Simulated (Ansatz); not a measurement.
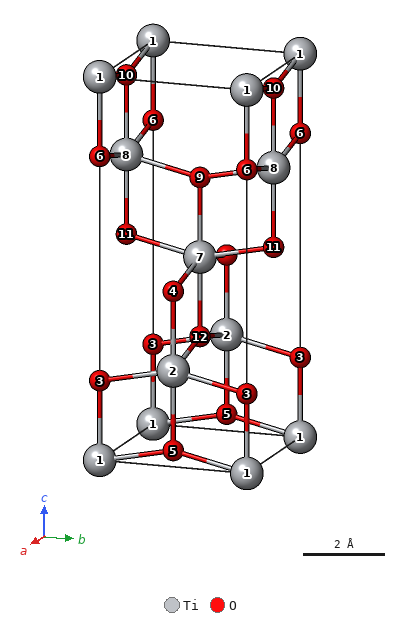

*The structure as given in the input (ball-and-stick view of the cell of the calculation, seen slightly off an axis; atoms are numbered from 1 in the order of the input).*

## TiO₂: molecular dynamics (part 1 of 5)

The run: molecular dynamics of TiO₂ (I4₁/amd, 12 atoms in the cell). Method and program: DFT PBE, scalar-relativistic, plane waves, PAW, PAW set soft_1, no spin polarisation (Ansatz 0.2.0).

The structure derives from an entry of the Crystallography Open Database. It belongs to a series of runs on one base structure; here: dynamics from the start. Figures and captions count atoms from 1; the log counts them from 0 in places.

## What the program printed
```
Warning: md: disabling space-group detection — thermal motion breaks the input geometry's symmetry, so no spatial operation reduces the k-mesh or symmetrises the density; time reversal is kept, so that k and −k are solved as one point where they differ and the mesh holds both, and exact exchange and, on two spinor components, a DFT+U term hold to it where the run has them: on two components no moment then forms, and a state that bears one, which a typed moment (crystal.atoms[].spin; refused beside efield: under a hybrid functional) reaches, can lie lower, under hf by electronvolts; crystal.symmetry.detect: false (a key that needs symmetry detection or time reversal refuses this as the deck is read) with time_reversal: false beside it drops time reversal too
band count auto-derived: 62 (N_el = 96.0; filled up to band 48; 60 by the electrons, moments and atoms)
Engine: ansatz 0.2.0, aarch64-unknown-linux-gnu
Pseudopotentials: kind: paw
Pseudopotential: Ti, paw, valence charge 12, recommended cutoff 420 eV (normal), [file]
Pseudopotential: O, paw, valence charge 6, recommended cutoff 420 eV (normal), [file]
Functional definition: PBE
  parameter kappa = 0.804
  parameter beta = 0.06672455060314922
  exchange = pbe_x(kappa = kappa, mu = beta*pi^2/3)
  correlation = pbe_c(beta = beta)
Crystal: 12 atoms, lattice volume = 146.075 Å³
Basis set: ecut = 420 eV, 2913 PW (Γ), exchange–correlation on 54×54×144 points (8 copies of the dense FFT grid, shifted against one another)
Bands: 62, of which v1, the nominal top of the filled ones, is band 48 counted from 1 (47 counted from 0)
Symmetry: 1 space group operations
k-points: 5 of 9 (time reversal used)
Non-local potential: Ti, projectors of the file, l = 0: 3, l = 1: 2, l = 2: 3, l = 3: 1
Non-local potential: O, projectors of the file, l = 0: 2, l = 1: 2, l = 2: 1
PAW form: soft (Blöchl's): semilocal exchange-correlation on the pseudo side does not see the compensation charge
PAW one-centre angular grid: Ti, 590 points (default); XC on 64 Gauss nodes
PAW one-centre angular grid: O, 110 points (default); XC on 64 Gauss nodes
Initial density: superposition of atomic densities (chi_scale 0.1, normalization cell, long waves kept (reshape's long-wave potential 0.00 eV rms))
Initial wavefunctions: pseudopotential atomic-orbital guess
Functional: x = pbe(κ = 0.804, μ = 0.2195149727645171), c = pbe(β = 0.06672455060314922)
SCF iter   1: F=—  HF=-14555.318481 eV  |F-HF|=—  |Δ(HF+E_count)|=         —  Δρ=5.44e-2  dr2=4.75e0  ethr=3.10e-3  ⟨swp⟩=4.0  Hψ=1006  notcnv=0
preconditioner: auto → Resta (q_TF=auto, 2.544 Å⁻¹)  ε∞=7.5  [insulator: Δε(μ)=2.222 eV  Ē_g=9.610 eV  σ=0.170 eV  W_gap=1.00  n_scr=46 (ndim 8)  ℏωp=24.6 eV  f_vac=0.000  D(μ)=0.01/eV (n_scr^D=0)  ε∞_Penn≈7.5]
SCF iter   2: F=—  HF=-14554.952334 eV  |F-HF|=—  |Δ(HF+E_count)|=   3.66e-1  Δρ=3.05e-2  dr2=1.54e0  ethr=3.10e-3  ⟨swp⟩=2.6  Hψ=541  notcnv=0
SCF iter   3: F=—  HF=-14554.840770 eV  |F-HF|=—  |Δ(HF+E_count)|=   1.12e-1  Δρ=6.69e-3  dr2=1.11e-1  ethr=1.60e-3  ⟨swp⟩=2.0  Hψ=490  notcnv=0
SCF iter   4: F=—  HF=-14554.865354 eV  |F-HF|=—  |Δ(HF+E_count)|=   2.46e-2  Δρ=2.46e-3  dr2=1.16e-2  ethr=1.16e-4  ⟨swp⟩=2.0  Hψ=468  notcnv=0
SCF iter   5: F=—  HF=-14554.876088 eV  |F-HF|=—  |Δ(HF+E_count)|=   1.07e-2  Δρ=4.95e-4  dr2=3.18e-4  ethr=1.21e-5  ⟨swp⟩=2.0  Hψ=428  notcnv=0
SCF iter   6: F=—  HF=-14554.876596 eV  |F-HF|=—  |Δ(HF+E_count)|=   5.07e-4  Δρ=1.18e-4  dr2=1.96e-5  ethr=3.32e-7  ⟨swp⟩=2.0  Hψ=470  notcnv=0
SCF iter   7: F=—  HF=-14554.876679 eV  |F-HF|=—  |Δ(HF+E_count)|=   8.35e-5  Δρ=2.87e-5  dr2=9.72e-7  ethr=2.04e-8  ⟨swp⟩=2.0  Hψ=533  notcnv=0
SCF iter   8: F=—  HF=-14554.876686 eV  |F-HF|=—  |Δ(HF+E_count)|=   6.53e-6  Δρ=6.59e-6  dr2=6.20e-8  ethr=1.01e-9  ⟨swp⟩=2.0  Hψ=468  notcnv=0
SCF iter   9: F=-14554.876686 eV  HF=-14554.876686 eV  |F-HF|=8.47e-9  |Δ(HF+E_count)|=   1.38e-7  Δρ=2.00e-6  dr2=4.85e-9  ethr=1.25e-11  ⟨swp⟩=4.0  Hψ=940  notcnv=0
SCF 1 converged in 9 iterations: F = -14554.876686 eV  dr2 = 4.85e-9
  greatest PAW one-centre occupation: 0.999 electrons in one spin orbital (limit 2), on the Ti atom at site 6 (counted from 0), in its partial waves of l = 0
md step     0: t =     0.00 fs  T =   275.0 K (target 300.0 K)  F+E_penalty+E_count = -14554.87668588 eV  E_kin = 0.426558 eV  (9 SCF iters)
Initial density: handed on by an earlier stage of this run
Initial wavefunctions: those handed on with the density
iter 1 solved again at ethr=1.57e-6 eV; its pass at ethr=3.10e-3 eV (dr2=1.51e-3 eV) is discarded
SCF iter   1: F=—  HF=-14554.871673 eV  |F-HF|=—  |Δ(HF+E_count)|=         —  Δρ=9.55e-4  dr2=1.55e-3  ethr=1.57e-6  ⟨swp⟩=3.2  Hψ=1536  notcnv=0
preconditioner: auto → Resta (q_TF=auto, 2.544 Å⁻¹)  ε∞=7.8  [insulator: Δε(μ)=2.062 eV  Ē_g=9.450 eV  σ=0.170 eV  W_gap=0.99  n_scr=46 (ndim 8)  ℏωp=24.6 eV  f_vac=0.112  D(μ)=0.02/eV (n_scr^D=0)  ε∞_Penn≈7.8]
SCF iter   2: F=—  HF=-14554.871407 eV  |F-HF|=—  |Δ(HF+E_count)|=   2.66e-4  Δρ=5.26e-4  dr2=4.26e-4  ethr=1.57e-6  ⟨swp⟩=2.0  Hψ=322  notcnv=0
SCF iter   3: F=—  HF=-14554.871335 eV  |F-HF|=—  |Δ(HF+E_count)|=   7.14e-5  Δρ=3.72e-4  dr2=2.08e-4  ethr=4.44e-7  ⟨swp⟩=2.0  Hψ=430  notcnv=0
SCF iter   4: F=—  HF=-14554.871299 eV  |F-HF|=—  |Δ(HF+E_count)|=   3.66e-5  Δρ=8.73e-5  dr2=1.29e-5  ethr=2.16e-7  ⟨swp⟩=2.0  Hψ=428  notcnv=0
SCF iter   5: F=—  HF=-14554.871391 eV  |F-HF|=—  |Δ(HF+E_count)|=   9.26e-5  Δρ=4.31e-5  dr2=2.66e-6  ethr=1.35e-8  ⟨swp⟩=2.2  Hψ=525  notcnv=0
SCF iter   6: F=—  HF=-14554.871386 eV  |F-HF|=—  |Δ(HF+E_count)|=   5.51e-6  Δρ=2.53e-5  dr2=9.48e-7  ethr=2.77e-9  ⟨swp⟩=2.0  Hψ=429  notcnv=0
SCF iter   7: F=—  HF=-14554.871386 eV  |F-HF|=—  |Δ(HF+E_count)|=   2.24e-8  Δρ=9.08e-6  dr2=1.37e-7  ethr=9.88e-10  ⟨swp⟩=2.0  Hψ=426  notcnv=0
SCF iter   8: F=—  HF=-14554.871386 eV  |F-HF|=—  |Δ(HF+E_count)|=   4.61e-8  Δρ=5.65e-6  dr2=5.32e-8  ethr=1.43e-10  ⟨swp⟩=2.0  Hψ=430  notcnv=0
SCF iter   9: F=-14554.871386 eV  HF=-14554.871386 eV  |F-HF|=1.06e-9  |Δ(HF+E_count)|=   1.35e-8  Δρ=2.47e-6  dr2=9.93e-9  ethr=1.25e-11  ⟨swp⟩=2.8  Hψ=1099  notcnv=0
SCF 2 converged in 9 iterations: F = -14554.871386 eV  dr2 = 9.93e-9
  greatest PAW one-centre occupation: 0.999 electrons in one spin orbital (limit 2), on the Ti atom at site 7 (counted from 0), in its partial waves of l = 0
md step     1: t =     1.00 fs  T =   279.1 K (target 301.7 K)  F+E_penalty+E_count = -14554.87138573 eV  E_kin = 0.432960 eV  (9 SCF iters)
[... from here on the SCF iterations and repeated set-up lines of each step are left out, up to the last step ...]
md step     2: t =     2.00 fs  T =   286.3 K (target 305.2 K)  F+E_penalty+E_count = -14554.86189171 eV  E_kin = 0.444119 eV  (9 SCF iters)
md step     3: t =     3.00 fs  T =   305.5 K (target 308.7 K)  F+E_penalty+E_count = -14554.84771140 eV  E_kin = 0.473809 eV  (9 SCF iters)
md step     4: t =     4.00 fs  T =   315.7 K (target 312.1 K)  F+E_penalty+E_count = -14554.82807870 eV  E_kin = 0.489712 eV  (9 SCF iters)
md step     5: t =     5.00 fs  T =   299.5 K (target 315.6 K)  F+E_penalty+E_count = -14554.80490480 eV  E_kin = 0.464546 eV  (6 SCF iters)
md step     6: t =     6.00 fs  T =   278.0 K (target 319.1 K)  F+E_penalty+E_count = -14554.78033729 eV  E_kin = 0.431179 eV  (6 SCF iters)
md step     7: t =     7.00 fs  T =   254.5 K (target 322.6 K)  F+E_penalty+E_count = -14554.75440039 eV  E_kin = 0.394701 eV  (6 SCF iters)
md step     8: t =     8.00 fs  T =   220.1 K (target 326.0 K)  F+E_penalty+E_count = -14554.72766012 eV  E_kin = 0.341460 eV  (6 SCF iters)
md step     9: t =     9.00 fs  T =   237.4 K (target 329.5 K)  F+E_penalty+E_count = -14554.70060259 eV  E_kin = 0.368248 eV  (7 SCF iters)
md step    10: t =    10.00 fs  T =   235.9 K (target 333.0 K)  F+E_penalty+E_count = -14554.67342891 eV  E_kin = 0.365903 eV  (9 SCF iters)
md step    11: t =    11.00 fs  T =   206.0 K (target 336.4 K)  F+E_penalty+E_count = -14554.64698151 eV  E_kin = 0.319528 eV  (6 SCF iters)
md step    12: t =    12.00 fs  T =   213.0 K (target 339.9 K)  F+E_penalty+E_count = -14554.62291007 eV  E_kin = 0.330450 eV  (6 SCF iters)
md step    13: t =    13.00 fs  T =   215.3 K (target 343.4 K)  F+E_penalty+E_count = -14554.60151369 eV  E_kin = 0.333982 eV  (7 SCF iters)
md step    14: t =    14.00 fs  T =   230.4 K (target 346.8 K)  F+E_penalty+E_count = -14554.58368450 eV  E_kin = 0.357343 eV  (6 SCF iters)
md step    15: t =    15.00 fs  T =   235.4 K (target 350.3 K)  F+E_penalty+E_count = -14554.56875646 eV  E_kin = 0.365199 eV  (6 SCF iters)
md step    16: t =    16.00 fs  T =   260.2 K (target 353.8 K)  F+E_penalty+E_count = -14554.55699886 eV  E_kin = 0.403578 eV  (7 SCF iters)
md step    17: t =    17.00 fs  T =   230.7 K (target 357.2 K)  F+E_penalty+E_count = -14554.54960078 eV  E_kin = 0.357792 eV  (6 SCF iters)
md step    18: t =    18.00 fs  T =   211.8 K (target 360.7 K)  F+E_penalty+E_count = -14554.54521977 eV  E_kin = 0.328573 eV  (6 SCF iters)
md step    19: t =    19.00 fs  T =   207.1 K (target 364.2 K)  F+E_penalty+E_count = -14554.54312993 eV  E_kin = 0.321270 eV  (7 SCF iters)
md step    20: t =    20.00 fs  T =   201.9 K (target 367.7 K)  F+E_penalty+E_count = -14554.54290424 eV  E_kin = 0.313184 eV  (9 SCF iters)
md step    21: t =    21.00 fs  T =   209.2 K (target 371.1 K)  F+E_penalty+E_count = -14554.54422098 eV  E_kin = 0.324537 eV  (6 SCF iters)
md step    22: t =    22.00 fs  T =   194.0 K (target 374.6 K)  F+E_penalty+E_count = -14554.54594186 eV  E_kin = 0.300962 eV  (6 SCF iters)
md step    23: t =    23.00 fs  T =   187.3 K (target 378.1 K)  F+E_penalty+E_count = -14554.54818559 eV  E_kin = 0.290591 eV  (7 SCF iters)
md step    24: t =    24.00 fs  T =   187.8 K (target 381.5 K)  F+E_penalty+E_count = -14554.55097770 eV  E_kin = 0.291261 eV  (7 SCF iters)
md step    25: t =    25.00 fs  T =   175.1 K (target 385.0 K)  F+E_penalty+E_count = -14554.55335460 eV  E_kin = 0.271586 eV  (6 SCF iters)
md step    26: t =    26.00 fs  T =   176.6 K (target 388.5 K)  F+E_penalty+E_count = -14554.55431251 eV  E_kin = 0.273862 eV  (7 SCF iters)
md step    27: t =    27.00 fs  T =   171.6 K (target 391.9 K)  F+E_penalty+E_count = -14554.55442494 eV  E_kin = 0.266193 eV  (7 SCF iters)
md step    28: t =    28.00 fs  T =   204.6 K (target 395.4 K)  F+E_penalty+E_count = -14554.55340116 eV  E_kin = 0.317386 eV  (7 SCF iters)
md step    29: t =    29.00 fs  T =   232.2 K (target 398.9 K)  F+E_penalty+E_count = -14554.55048464 eV  E_kin = 0.360123 eV  (7 SCF iters)
md step    30: t =    30.00 fs  T =   260.8 K (target 402.3 K)  F+E_penalty+E_count = -14554.54674461 eV  E_kin = 0.404536 eV  (9 SCF iters)
md step    31: t =    31.00 fs  T =   245.5 K (target 405.8 K)  F+E_penalty+E_count = -14554.54353599 eV  E_kin = 0.380852 eV  (6 SCF iters)
md step    32: t =    32.00 fs  T =   279.0 K (target 409.3 K)  F+E_penalty+E_count = -14554.53943356 eV  E_kin = 0.432761 eV  (6 SCF iters)
md step    33: t =    33.00 fs  T =   290.1 K (target 412.8 K)  F+E_penalty+E_count = -14554.53378279 eV  E_kin = 0.449934 eV  (6 SCF iters)
md step    34: t =    34.00 fs  T =   293.8 K (target 416.2 K)  F+E_penalty+E_count = -14554.52864452 eV  E_kin = 0.455749 eV  (7 SCF iters)
md step    35: t =    35.00 fs  T =   334.1 K (target 419.7 K)  F+E_penalty+E_count = -14554.52566137 eV  E_kin = 0.518289 eV  (7 SCF iters)
md step    36: t =    36.00 fs  T =   317.6 K (target 423.2 K)  F+E_penalty+E_count = -14554.52578915 eV  E_kin = 0.492568 eV  (6 SCF iters)
md step    37: t =    37.00 fs  T =   304.1 K (target 426.6 K)  F+E_penalty+E_count = -14554.52638173 eV  E_kin = 0.471718 eV  (7 SCF iters)
md step    38: t =    38.00 fs  T =   264.0 K (target 430.1 K)  F+E_penalty+E_count = -14554.52592562 eV  E_kin = 0.409438 eV  (6 SCF iters)
md step    39: t =    39.00 fs  T =   283.3 K (target 433.6 K)  F+E_penalty+E_count = -14554.52736699 eV  E_kin = 0.439432 eV  (7 SCF iters)
md step    40: t =    40.00 fs  T =   284.8 K (target 437.0 K)  F+E_penalty+E_count = -14554.53224851 eV  E_kin = 0.441736 eV  (9 SCF iters)
md step    41: t =    41.00 fs  T =   294.6 K (target 440.5 K)  F+E_penalty+E_count = -14554.54029716 eV  E_kin = 0.456994 eV  (7 SCF iters)
md step    42: t =    42.00 fs  T =   322.6 K (target 444.0 K)  F+E_penalty+E_count = -14554.55328117 eV  E_kin = 0.500422 eV  (7 SCF iters)
md step    43: t =    43.00 fs  T =   346.6 K (target 447.4 K)  F+E_penalty+E_count = -14554.56797917 eV  E_kin = 0.537638 eV  (6 SCF iters)
md step    44: t =    44.00 fs  T =   353.5 K (target 450.9 K)  F+E_penalty+E_count = -14554.57980377 eV  E_kin = 0.548337 eV  (6 SCF iters)
md step    45: t =    45.00 fs  T =   399.8 K (target 454.4 K)  F+E_penalty+E_count = -14554.59091379 eV  E_kin = 0.620081 eV  (6 SCF iters)
md step    46: t =    46.00 fs  T =   402.5 K (target 457.9 K)  F+E_penalty+E_count = -14554.60174963 eV  E_kin = 0.624369 eV  (6 SCF iters)
md step    47: t =    47.00 fs  T =   350.6 K (target 461.3 K)  F+E_penalty+E_count = -14554.61290760 eV  E_kin = 0.543814 eV  (7 SCF iters)
md step    48: t =    48.00 fs  T =   389.6 K (target 464.8 K)  F+E_penalty+E_count = -14554.62475120 eV  E_kin = 0.604358 eV  (6 SCF iters)
md step    49: t =    49.00 fs  T =   389.0 K (target 468.3 K)  F+E_penalty+E_count = -14554.63417261 eV  E_kin = 0.603443 eV  (6 SCF iters)
md step    50: t =    50.00 fs  T =   372.1 K (target 471.7 K)  F+E_penalty+E_count = -14554.64119683 eV  E_kin = 0.577116 eV  (10 SCF iters)
md step    51: t =    51.00 fs  T =   381.0 K (target 475.2 K)  F+E_penalty+E_count = -14554.64602016 eV  E_kin = 0.590906 eV  (6 SCF iters)
md step    52: t =    52.00 fs  T =   381.1 K (target 478.7 K)  F+E_penalty+E_count = -14554.64750028 eV  E_kin = 0.591160 eV  (7 SCF iters)
md step    53: t =    53.00 fs  T =   410.6 K (target 482.1 K)  F+E_penalty+E_count = -14554.64546678 eV  E_kin = 0.636822 eV  (6 SCF iters)
md step    54: t =    54.00 fs  T =   370.2 K (target 485.6 K)  F+E_penalty+E_count = -14554.64115647 eV  E_kin = 0.574263 eV  (7 SCF iters)
md step    55: t =    55.00 fs  T =   350.4 K (target 489.1 K)  F+E_penalty+E_count = -14554.63734970 eV  E_kin = 0.543461 eV  (7 SCF iters)
md step    56: t =    56.00 fs  T =   345.9 K (target 492.6 K)  F+E_penalty+E_count = -14554.63316688 eV  E_kin = 0.536565 eV  (7 SCF iters)
md step    57: t =    57.00 fs  T =   341.2 K (target 496.0 K)  F+E_penalty+E_count = -14554.62755607 eV  E_kin = 0.529211 eV  (7 SCF iters)
md step    58: t =    58.00 fs  T =   351.5 K (target 499.5 K)  F+E_penalty+E_count = -14554.62076257 eV  E_kin = 0.545158 eV  (7 SCF iters)
md step    59: t =    59.00 fs  T =   340.7 K (target 503.0 K)  F+E_penalty+E_count = -14554.61235340 eV  E_kin = 0.528530 eV  (7 SCF iters)
md step    60: t =    60.00 fs  T =   354.5 K (target 506.4 K)  F+E_penalty+E_count = -14554.60354475 eV  E_kin = 0.549885 eV  (9 SCF iters)
md step    61: t =    61.00 fs  T =   344.4 K (target 509.9 K)  F+E_penalty+E_count = -14554.59310400 eV  E_kin = 0.534258 eV  (7 SCF iters)
md step    62: t =    62.00 fs  T =   412.6 K (target 513.4 K)  F+E_penalty+E_count = -14554.57777813 eV  E_kin = 0.639980 eV  (6 SCF iters)
md step    63: t =    63.00 fs  T =   450.8 K (target 516.8 K)  F+E_penalty+E_count = -14554.55540836 eV  E_kin = 0.699294 eV  (7 SCF iters)
md step    64: t =    64.00 fs  T =   480.3 K (target 520.3 K)  F+E_penalty+E_count = -14554.52680214 eV  E_kin = 0.745010 eV  (7 SCF iters)
md step    65: t =    65.00 fs  T =   484.3 K (target 523.8 K)  F+E_penalty+E_count = -14554.49470368 eV  E_kin = 0.751234 eV  (7 SCF iters)
md step    66: t =    66.00 fs  T =   420.3 K (target 527.2 K)  F+E_penalty+E_count = -14554.46334976 eV  E_kin = 0.651949 eV  (7 SCF iters)
md step    67: t =    67.00 fs  T =   374.4 K (target 530.7 K)  F+E_penalty+E_count = -14554.43112164 eV  E_kin = 0.580756 eV  (7 SCF iters)
md step    68: t =    68.00 fs  T =   359.3 K (target 534.2 K)  F+E_penalty+E_count = -14554.39770019 eV  E_kin = 0.557335 eV  (7 SCF iters)
md step    69: t =    69.00 fs  T =   319.3 K (target 537.7 K)  F+E_penalty+E_count = -14554.36775665 eV  E_kin = 0.495209 eV  (6 SCF iters)
md step    70: t =    70.00 fs  T =   310.2 K (target 541.1 K)  F+E_penalty+E_count = -14554.34235759 eV  E_kin = 0.481208 eV  (9 SCF iters)
md step    71: t =    71.00 fs  T =   315.7 K (target 544.6 K)  F+E_penalty+E_count = -14554.31956205 eV  E_kin = 0.489725 eV  (6 SCF iters)
md step    72: t =    72.00 fs  T =   298.9 K (target 548.1 K)  F+E_penalty+E_count = -14554.29933182 eV  E_kin = 0.463643 eV  (7 SCF iters)
md step    73: t =    73.00 fs  T =   263.4 K (target 551.5 K)  F+E_penalty+E_count = -14554.28352885 eV  E_kin = 0.408564 eV  (6 SCF iters)
md step    74: t =    74.00 fs  T =   250.9 K (target 555.0 K)  F+E_penalty+E_count = -14554.27203124 eV  E_kin = 0.389210 eV  (7 SCF iters)
md step    75: t =    75.00 fs  T =   302.9 K (target 558.5 K)  F+E_penalty+E_count = -14554.26264349 eV  E_kin = 0.469848 eV  (6 SCF iters)
md step    76: t =    76.00 fs  T =   305.2 K (target 561.9 K)  F+E_penalty+E_count = -14554.25724624 eV  E_kin = 0.473405 eV  (7 SCF iters)
md step    77: t =    77.00 fs  T =   287.0 K (target 565.4 K)  F+E_penalty+E_count = -14554.25615314 eV  E_kin = 0.445187 eV  (7 SCF iters)
md step    78: t =    78.00 fs  T =   220.1 K (target 568.9 K)  F+E_penalty+E_count = -14554.25541591 eV  E_kin = 0.341387 eV  (6 SCF iters)
md step    79: t =    79.00 fs  T =   263.8 K (target 572.3 K)  F+E_penalty+E_count = -14554.25590376 eV  E_kin = 0.409173 eV  (7 SCF iters)
md step    80: t =    80.00 fs  T =   282.0 K (target 575.8 K)  F+E_penalty+E_count = -14554.25626791 eV  E_kin = 0.437463 eV  (10 SCF iters)
md step    81: t =    81.00 fs  T =   324.0 K (target 579.3 K)  F+E_penalty+E_count = -14554.25490914 eV  E_kin = 0.502504 eV  (7 SCF iters)
md step    82: t =    82.00 fs  T =   345.6 K (target 582.8 K)  F+E_penalty+E_count = -14554.25227986 eV  E_kin = 0.536104 eV  (7 SCF iters)
md step    83: t =    83.00 fs  T =   320.5 K (target 586.2 K)  F+E_penalty+E_count = -14554.24767098 eV  E_kin = 0.497161 eV  (7 SCF iters)
md step    84: t =    84.00 fs  T =   345.8 K (target 589.7 K)  F+E_penalty+E_count = -14554.24236536 eV  E_kin = 0.536358 eV  (7 SCF iters)
```
